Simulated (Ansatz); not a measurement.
Run report: SiC$_{24}$, single-point calculation (part 2 of 3)

The same run, continued: SiC$_{24}$ (slab, 25 atoms in the cell); DFT PBE+D3(BJ), scalar-relativistic, plane waves, PAW, PAW set soft_1, spin-polarised (Ansatz 0.2.0); cutoff 420 eV, 6×6×1 k-mesh, Gaussian smearing of 0.05 eV, collinear spins. The structure derives from an entry of the Crystallography Open Database.

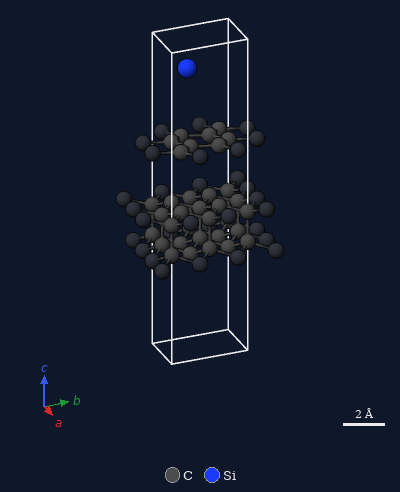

The structure as given in the input (ball-and-stick view of the cell of the calculation, with the vacuum cut short, seen slightly off an axis; neighbours outside the cell are drawn fainter). An atom can appear more than once, as a periodic image.

What the program printed, continued:
```
SCF iter   1: F=—  HF=-6655.317597 eV  |F-HF|=—  |Δ(HF+E_count)|=         —  Δρ=4.10e-2 (↑4.10e-2 ↓3.73e-2)  dr2=9.69e1  dr2_m=3.94e-1  M=0.007 μB ∫|m|=0.043 μB  β_m=0.30  ethr=3.10e-3  p=-0.000 e·Å  D=-1.05e-7 V/Å  ΔV_dip=0.00 eV  dr2_dipole=4.78e1  V_vac-E_F(+/−)=7.80/7.80 eV  ⟨swp⟩=7.4  Hψ=16066  notcnv=0  defer=407
efield: sawtooth ramp at fractional position 0.8490 (placed from the atoms, in the widest stretch of the axis that holds none; the zero of the levels goes with the place), width 0.0400; the density the first Hamiltonian is built on has a dipole p = -0.000 e·Å; the dipole correction subtracts the counter field D = -1.05e-7 V/Å, which shifts the + side's vacuum level by +0.00 eV against the − side's; the planar-averaged density in the ramp window peaks in size at 2.5e-7 e/Å³
preconditioner: auto → LDOS  [metal: Δε(μ)=0.016 eV  Ē_g=15.110 eV  σ=0.050 eV  W_gap=0.18  n_scr=80 (ndim 8)  ℏωp=16.6 eV  f_vac=0.502  D(μ)=20.77/eV (n_scr^D=174)]
spin=Collinear: LDOS preconditioning applied to the charge; magnetization (m = ρ↑ − ρ↓) channel mixes plain (no charge-response kernel on spin).
SCF iter   2: F=—  HF=-6676.400043 eV  |F-HF|=—  |Δ(HF+E_count)|=    2.11e1  Δρ=4.45e-2 (↑3.91e-2 ↓4.45e-2)  dr2=8.89e2  dr2_m=1.36e-1  M=0.553 μB ∫|m|=0.564 μB  β_m=0.30  ethr=3.10e-3  p=1.473 e·Å  D=5.31e-1 V/Å  ΔV_dip=-12.16 eV  dr2_dipole=9.32e2  V_vac-E_F(+/−)=-2.50/9.66 eV  ⟨swp⟩=17.1  Hψ=25154  notcnv=0  defer=721  κ⁻¹=1.0e0(r=1)
SCF iter   3: F=—  HF=-6645.410391 eV  |F-HF|=—  |Δ(HF+E_count)|=    3.10e1  Δρ=2.63e-2 (↑2.63e-2 ↓2.42e-2)  dr2=7.26e1  dr2_m=6.58e-2  M=0.036 μB ∫|m|=0.050 μB  β_m=0.30  ethr=3.10e-3  p=0.265 e·Å  D=9.55e-2 V/Å  ΔV_dip=-2.19 eV  dr2_dipole=4.08e1  V_vac-E_F(+/−)=5.20/7.37 eV  ⟨swp⟩=9.2  Hψ=10467  notcnv=2  defer=807  κ⁻¹=2.7e-4(r=2)
SCF iter   4: F=—  HF=-6655.736499 eV  |F-HF|=—  |Δ(HF+E_count)|=    1.03e1  Δρ=2.82e-2 (↑2.42e-2 ↓2.82e-2)  dr2=2.85e2  dr2_m=2.76e-2  M=0.014 μB ∫|m|=0.100 μB  β_m=0.30  ethr=3.10e-3  p=0.409 e·Å  D=1.48e-1 V/Å  ΔV_dip=-3.38 eV  dr2_dipole=1.78e2  V_vac-E_F(+/−)=4.41/7.79 eV  ⟨swp⟩=8.9  Hψ=11759  notcnv=0  defer=738  κ⁻¹=1.8e-4(r=3)
SCF iter   5: F=—  HF=-6648.610036 eV  |F-HF|=—  |Δ(HF+E_count)|=    7.13e0  Δρ=2.50e-2 (↑2.29e-2 ↓2.50e-2)  dr2=2.63e2  dr2_m=8.08e-3  M=0.017 μB ∫|m|=0.073 μB  β_m=0.30  ethr=3.10e-3  p=0.541 e·Å  D=1.95e-1 V/Å  ΔV_dip=-4.46 eV  dr2_dipole=1.76e2  V_vac-E_F(+/−)=3.29/7.74 eV  ⟨swp⟩=5.5  Hψ=6127  notcnv=0  defer=720  κ⁻¹=3.0e-5(r=4)
SCF iter   6: F=—  HF=-6641.317666 eV  |F-HF|=—  |Δ(HF+E_count)|=    7.29e0  Δρ=3.87e-3 (↑3.77e-3 ↓3.87e-3)  dr2=6.77e-1  dr2_m=4.43e-4  M=0.243 μB ∫|m|=0.245 μB  β_m=1.00  ethr=3.10e-3  p=0.769 e·Å  D=2.77e-1 V/Å  ΔV_dip=-6.35 eV  dr2_dipole=1.84e-1  V_vac-E_F(+/−)=0.37/6.65 eV  ⟨swp⟩=4.2  Hψ=5166  notcnv=0  defer=724  κ⁻¹=6.2e-6(r=5)
SCF iter   7: F=—  HF=-6641.959936 eV  |F-HF|=—  |Δ(HF+E_count)|=   6.42e-1  Δρ=9.48e-3 (↑9.48e-3 ↓9.45e-3)  dr2=3.81e1  dr2_m=1.69e-3  M=0.328 μB ∫|m|=0.334 μB  β_m=1.00  ethr=6.77e-4  p=0.653 e·Å  D=2.35e-1 V/Å  ΔV_dip=-5.39 eV  dr2_dipole=2.19e1  V_vac-E_F(+/−)=0.59/5.91 eV  ⟨swp⟩=4.0  Hψ=4903  notcnv=0  defer=760  κ⁻¹=5.9e-6(r=6)
SCF iter   8: F=—  HF=-6643.062185 eV  |F-HF|=—  |Δ(HF+E_count)|=    1.10e0  Δρ=1.26e-2 (↑1.26e-2 ↓1.08e-2)  dr2=6.42e1  dr2_m=5.24e-3  M=0.104 μB ∫|m|=0.113 μB  β_m=0.30  ethr=6.77e-4  p=0.587 e·Å  D=2.12e-1 V/Å  ΔV_dip=-4.85 eV  dr2_dipole=3.80e1  V_vac-E_F(+/−)=0.96/5.75 eV  ⟨swp⟩=3.5  Hψ=4389  notcnv=0  defer=723  κ⁻¹=5.9e-6(r=7)
SCF iter   9: F=—  HF=-6643.562465 eV  |F-HF|=—  |Δ(HF+E_count)|=   5.00e-1  Δρ=1.25e-2 (↑1.25e-2 ↓1.10e-2)  dr2=6.45e1  dr2_m=3.08e-3  M=0.150 μB ∫|m|=0.157 μB  β_m=0.30  ethr=6.77e-4  p=0.515 e·Å  D=1.86e-1 V/Å  ΔV_dip=-4.25 eV  dr2_dipole=3.84e1  V_vac-E_F(+/−)=1.48/5.68 eV  ⟨swp⟩=3.1  Hψ=3730  notcnv=0  defer=728  κ⁻¹=1.9e-7(r=8)
SCF iter  10: F=—  HF=-6641.496393 eV  |F-HF|=—  |Δ(HF+E_count)|=    2.07e0  Δρ=6.92e-3 (↑6.69e-3 ↓6.92e-3)  dr2=1.42e1  dr2_m=4.38e-4  M=0.267 μB ∫|m|=0.270 μB  β_m=1.00  ethr=6.77e-4  p=0.207 e·Å  D=7.45e-2 V/Å  ΔV_dip=-1.71 eV  dr2_dipole=9.03e0  V_vac-E_F(+/−)=4.16/5.87 eV  ⟨swp⟩=3.5  Hψ=4714  notcnv=0  defer=739  κ⁻¹=2.0e-7(r=8)
SCF iter  11: F=—  HF=-6641.521632 eV  |F-HF|=—  |Δ(HF+E_count)|=   2.52e-2  Δρ=7.53e-3 (↑6.76e-3 ↓7.53e-3)  dr2=1.77e1  dr2_m=1.51e-3  M=0.372 μB ∫|m|=0.382 μB  β_m=1.00  ethr=6.77e-4  p=0.215 e·Å  D=7.76e-2 V/Å  ΔV_dip=-1.78 eV  dr2_dipole=1.14e1  V_vac-E_F(+/−)=4.00/5.77 eV  ⟨swp⟩=1.1  Hψ=3160  notcnv=0  defer=734  κ⁻¹=3.3e-7(r=8)
SCF iter  12: F=—  HF=-6641.252384 eV  |F-HF|=—  |Δ(HF+E_count)|=   2.69e-1  Δρ=4.19e-3 (↑4.09e-3 ↓4.19e-3)  dr2=4.38e0  dr2_m=1.47e-4  M=0.378 μB ∫|m|=0.399 μB  β_m=1.00  ethr=6.77e-4  p=0.207 e·Å  D=7.46e-2 V/Å  ΔV_dip=-1.71 eV  dr2_dipole=2.58e0  V_vac-E_F(+/−)=4.07/5.78 eV  ⟨swp⟩=2.0  Hψ=2643  notcnv=0  defer=734  κ⁻¹=9.8e-7(r=8)
SCF iter  13: F=—  HF=-6641.245939 eV  |F-HF|=—  |Δ(HF+E_count)|=   6.45e-3  Δρ=4.13e-3 (↑4.07e-3 ↓4.13e-3)  dr2=4.84e0  dr2_m=3.58e-4  M=0.439 μB ∫|m|=0.479 μB  β_m=1.00  ethr=6.77e-4  p=0.217 e·Å  D=7.81e-2 V/Å  ΔV_dip=-1.79 eV  dr2_dipole=2.94e0  V_vac-E_F(+/−)=3.97/5.76 eV  ⟨swp⟩=1.1  Hψ=3440  notcnv=0  defer=731  κ⁻¹=2.2e-7(r=8)
SCF iter  14: F=—  HF=-6641.279430 eV  |F-HF|=—  |Δ(HF+E_count)|=   3.35e-2  Δρ=4.62e-3 (↑4.59e-3 ↓4.62e-3)  dr2=7.19e0  dr2_m=1.47e-3  M=0.592 μB ∫|m|=0.637 μB  β_m=1.00  ethr=6.77e-4  p=0.213 e·Å  D=7.67e-2 V/Å  ΔV_dip=-1.76 eV  dr2_dipole=4.60e0  V_vac-E_F(+/−)=3.97/5.72 eV  ⟨swp⟩=1.0  Hψ=2309  notcnv=0  defer=731  κ⁻¹=4.0e-7(r=8)
SCF iter  15: F=—  HF=-6641.145255 eV  |F-HF|=—  |Δ(HF+E_count)|=   1.34e-1  Δρ=5.43e-3 (↑5.43e-3 ↓2.52e-3)  dr2=1.22e0  dr2_m=1.83e-2  M=0.799 μB ∫|m|=0.994 μB  β_m=1.00  ethr=6.77e-4  p=0.198 e·Å  D=7.12e-2 V/Å  ΔV_dip=-1.63 eV  dr2_dipole=6.86e-1  V_vac-E_F(+/−)=4.30/5.93 eV  ⟨swp⟩=3.0  Hψ=3695  notcnv=0  defer=731  κ⁻¹=8.4e-7(r=8)
SCF iter  16: F=—  HF=-6641.277115 eV  |F-HF|=—  |Δ(HF+E_count)|=   1.32e-1  Δρ=7.71e-3 (↑7.71e-3 ↓2.26e-3)  dr2=2.97e0  dr2_m=6.33e-2  M=1.354 μB ∫|m|=1.694 μB  β_m=1.00  ethr=6.77e-4  p=0.235 e·Å  D=8.46e-2 V/Å  ΔV_dip=-1.94 eV  dr2_dipole=1.93e0  V_vac-E_F(+/−)=4.14/6.07 eV  ⟨swp⟩=2.1  Hψ=4203  notcnv=0  defer=730  κ⁻¹=6.2e-7(r=8)
SCF iter  17: F=—  HF=-6641.401238 eV  |F-HF|=—  |Δ(HF+E_count)|=   1.24e-1  Δρ=6.50e-3 (↑6.50e-3 ↓3.25e-3)  dr2=2.53e0  dr2_m=4.76e-2  M=1.883 μB ∫|m|=2.387 μB  β_m=1.00  ethr=6.77e-4  p=0.228 e·Å  D=8.24e-2 V/Å  ΔV_dip=-1.89 eV  dr2_dipole=1.61e0  V_vac-E_F(+/−)=4.17/6.06 eV  ⟨swp⟩=2.5  Hψ=3346  notcnv=0  defer=730  κ⁻¹=6.1e-7(r=8)
SCF iter  18: F=—  HF=-6641.437913 eV  |F-HF|=—  |Δ(HF+E_count)|=   3.67e-2  Δρ=4.48e-3 (↑4.48e-3 ↓3.03e-3)  dr2=7.10e-1  dr2_m=2.50e-2  M=2.096 μB ∫|m|=2.944 μB  β_m=1.11  ethr=6.77e-4  p=0.230 e·Å  D=8.28e-2 V/Å  ΔV_dip=-1.90 eV  dr2_dipole=4.08e-1  V_vac-E_F(+/−)=4.10/6.00 eV  ⟨swp⟩=2.2  Hψ=3860  notcnv=0  defer=735
Mixer restart at iter 18: flushing history
spin-set hold released at iteration 18 (site moments' squared step at or under half its running peak, from the soft ceiling on): the magnetisation degrees of freedom join the quasi-Newton model from the next iteration; the mixer history was flushed
SCF iter  19: F=—  HF=-6641.414737 eV  |F-HF|=—  |Δ(HF+E_count)|=   2.32e-2  Δρ=2.81e-3 (↑2.71e-3 ↓2.81e-3)  dr2=8.06e-1  dr2_m=1.29e-2  M=2.161 μB ∫|m|=3.436 μB  β_m=0.58  ethr=6.77e-4  p=0.210 e·Å  D=7.59e-2 V/Å  ΔV_dip=-1.74 eV  dr2_dipole=5.16e-1  V_vac-E_F(+/−)=4.32/6.06 eV  ⟨swp⟩=2.7  Hψ=3130  notcnv=0  defer=739
density mixer auto → msr1: a metal under ldos (density of states about μ 0.84 of a free-electron gas's, 80 screened modes)
SCF iter  20: F=—  HF=-6641.409585 eV  |F-HF|=—  |Δ(HF+E_count)|=   5.15e-3  Δρ=2.85e-3 (↑2.85e-3 ↓2.35e-3)  dr2=3.42e-2  dr2_m=2.79e-2  M=2.006 μB ∫|m|=3.415 μB  β_m=0.73  ethr=6.77e-4  p=0.183 e·Å  D=6.62e-2 V/Å  ΔV_dip=-1.52 eV  dr2_dipole=7.96e-4  V_vac-E_F(+/−)=4.48/6.00 eV  ⟨swp⟩=2.5  Hψ=3586  notcnv=0  defer=740
SCF iter  21: F=—  HF=-6641.479598 eV  |F-HF|=—  |Δ(HF+E_count)|=   7.00e-2  Δρ=3.82e-3 (↑2.31e-3 ↓3.82e-3)  dr2=1.05e-1  dr2_m=4.11e-2  M=2.000 μB ∫|m|=4.013 μB  β_m=0.73  ethr=3.42e-5  p=0.173 e·Å  D=6.26e-2 V/Å  ΔV_dip=-1.43 eV  dr2_dipole=1.14e-3  V_vac-E_F(+/−)=4.57/6.01 eV  ⟨swp⟩=2.4  Hψ=4937  notcnv=0  defer=740
SCF iter  22: F=—  HF=-6641.609878 eV  |F-HF|=—  |Δ(HF+E_count)|=   1.30e-1  Δρ=6.18e-3 (↑6.18e-3 ↓6.03e-4)  dr2=1.20e0  dr2_m=4.11e-2  M=2.000 μB ∫|m|=4.589 μB  β_m=0.26  ethr=3.42e-5  p=0.145 e·Å  D=5.23e-2 V/Å  ΔV_dip=-1.20 eV  dr2_dipole=2.70e-1  V_vac-E_F(+/−)=4.59/5.79 eV  ⟨swp⟩=3.0  Hψ=4853  notcnv=0  defer=740  recentre
SCF iter  23: F=—  HF=-6641.567130 eV  |F-HF|=—  |Δ(HF+E_count)|=   4.27e-2  Δρ=3.31e-3 (↑3.04e-3 ↓3.31e-3)  dr2=1.67e-2  dr2_m=4.59e-2  M=2.000 μB ∫|m|=4.700 μB  β_m=0.71  ethr=3.42e-5  p=0.168 e·Å  D=6.05e-2 V/Å  ΔV_dip=-1.39 eV  dr2_dipole=2.87e-3  V_vac-E_F(+/−)=4.58/5.97 eV  ⟨swp⟩=2.2  Hψ=4577  notcnv=0  defer=739
SCF iter  24: F=—  HF=-6641.649405 eV  |F-HF|=—  |Δ(HF+E_count)|=   8.23e-2  Δρ=3.00e-3 (↑3.00e-3 ↓2.99e-3)  dr2=6.58e-3  dr2_m=4.10e-2  M=2.000 μB ∫|m|=5.273 μB  β_m=0.38  ethr=1.67e-5  p=0.165 e·Å  D=5.95e-2 V/Å  ΔV_dip=-1.36 eV  dr2_dipole=2.59e-3  V_vac-E_F(+/−)=4.59/5.95 eV  ⟨swp⟩=2.5  Hψ=5431  notcnv=0  defer=739
SCF iter  25: F=—  HF=-6641.763733 eV  |F-HF|=—  |Δ(HF+E_count)|=   1.14e-1  Δρ=2.07e-3 (↑2.01e-3 ↓2.07e-3)  dr2=4.37e-3  dr2_m=1.85e-2  M=2.001 μB ∫|m|=6.113 μB  β_m=0.15  ethr=6.58e-6  p=0.167 e·Å  D=6.01e-2 V/Å  ΔV_dip=-1.38 eV  dr2_dipole=5.20e-5  V_vac-E_F(+/−)=4.59/5.97 eV  ⟨swp⟩=3.0  Hψ=6320  notcnv=0  defer=739
SCF iter  26: F=—  HF=-6641.810023 eV  |F-HF|=—  |Δ(HF+E_count)|=   4.63e-2  Δρ=1.03e-3 (↑1.00e-3 ↓1.03e-3)  dr2=8.45e-3  dr2_m=3.77e-3  M=2.007 μB ∫|m|=6.645 μB  β_m=0.60  ethr=4.37e-6  p=0.169 e·Å  D=6.11e-2 V/Å  ΔV_dip=-1.40 eV  dr2_dipole=2.03e-3  V_vac-E_F(+/−)=4.58/5.98 eV  ⟨swp⟩=3.0  Hψ=6288  notcnv=0  defer=739
SCF iter  27: F=—  HF=-6641.557111 eV  |F-HF|=—  |Δ(HF+E_count)|=   2.53e-1  Δρ=5.36e-3 (↑5.36e-3 ↓4.81e-3)  dr2=3.59e-2  dr2_m=1.17e-1  M=2.001 μB ∫|m|=8.115 μB  β_m=0.53  ethr=4.37e-6  p=0.165 e·Å  D=5.96e-2 V/Å  ΔV_dip=-1.37 eV  dr2_dipole=1.76e-2  V_vac-E_F(+/−)=4.58/5.95 eV  ⟨swp⟩=4.7  Hψ=9381  notcnv=0  defer=737  recentre
SCF iter  28: F=—  HF=-6641.822113 eV  |F-HF|=—  |Δ(HF+E_count)|=   2.65e-1  Δρ=4.06e-4 (↑3.63e-4 ↓4.06e-4)  dr2=3.78e-3  dr2_m=4.74e-4  M=2.000 μB ∫|m|=6.847 μB  β_m=0.49  ethr=4.37e-6  p=0.163 e·Å  D=5.88e-2 V/Å  ΔV_dip=-1.35 eV  dr2_dipole=1.37e-3  V_vac-E_F(+/−)=4.58/5.93 eV  ⟨swp⟩=4.6  Hψ=9258  notcnv=0  defer=734
SCF iter  29: F=—  HF=-6641.814576 eV  |F-HF|=—  |Δ(HF+E_count)|=   7.54e-3  Δρ=8.38e-4 (↑7.91e-4 ↓8.38e-4)  dr2=6.79e-4  dr2_m=3.03e-3  M=2.000 μB ∫|m|=6.666 μB  β_m=0.58  ethr=3.78e-6  p=0.161 e·Å  D=5.81e-2 V/Å  ΔV_dip=-1.33 eV  dr2_dipole=3.22e-4  V_vac-E_F(+/−)=4.58/5.91 eV  ⟨swp⟩=2.5  Hψ=4954  notcnv=0  defer=734
SCF iter  30: F=—  HF=-6641.822479 eV  |F-HF|=—  |Δ(HF+E_count)|=   7.90e-3  Δρ=2.72e-4 (↑2.20e-4 ↓2.72e-4)  dr2=7.81e-4  dr2_m=2.41e-4  M=2.000 μB ∫|m|=6.883 μB  β_m=0.59  ethr=6.79e-7  p=0.158 e·Å  D=5.70e-2 V/Å  ΔV_dip=-1.30 eV  dr2_dipole=3.76e-4  V_vac-E_F(+/−)=4.58/5.89 eV  ⟨swp⟩=3.0  Hψ=6194  notcnv=0  defer=734
SCF iter  31: F=—  HF=-6641.823016 eV  |F-HF|=—  |Δ(HF+E_count)|=   5.37e-4  Δρ=1.69e-4 (↑1.69e-4 ↓9.37e-5)  dr2=1.46e-3  dr2_m=2.11e-5  M=2.000 μB ∫|m|=6.942 μB  β_m=0.46  ethr=6.79e-7  p=0.153 e·Å  D=5.50e-2 V/Å  ΔV_dip=-1.26 eV  dr2_dipole=1.09e-4  V_vac-E_F(+/−)=4.58/5.84 eV  ⟨swp⟩=2.1  Hψ=4343  notcnv=0  defer=734
SCF iter  32: F=—  HF=-6641.822584 eV  |F-HF|=—  |Δ(HF+E_count)|=   4.32e-4  Δρ=1.87e-4 (↑1.75e-4 ↓1.87e-4)  dr2=9.17e-5  dr2_m=1.44e-4  M=2.000 μB ∫|m|=6.901 μB  β_m=0.55  ethr=6.79e-7  p=0.155 e·Å  D=5.60e-2 V/Å  ΔV_dip=-1.28 eV  dr2_dipole=4.29e-5  V_vac-E_F(+/−)=4.58/5.86 eV  ⟨swp⟩=2.0  Hψ=4166  notcnv=0  defer=734
SCF iter  33: F=—  HF=-6641.822858 eV  |F-HF|=—  |Δ(HF+E_count)|=   2.74e-4  Δρ=4.53e-5 (↑4.53e-5 ↓1.98e-5)  dr2=3.09e-5  dr2_m=2.85e-6  M=2.000 μB ∫|m|=6.959 μB  β_m=0.59  ethr=9.17e-8  p=0.153 e·Å  D=5.53e-2 V/Å  ΔV_dip=-1.27 eV  dr2_dipole=8.99e-7  V_vac-E_F(+/−)=4.57/5.84 eV  ⟨swp⟩=3.0  Hψ=5750  notcnv=0  defer=734
```
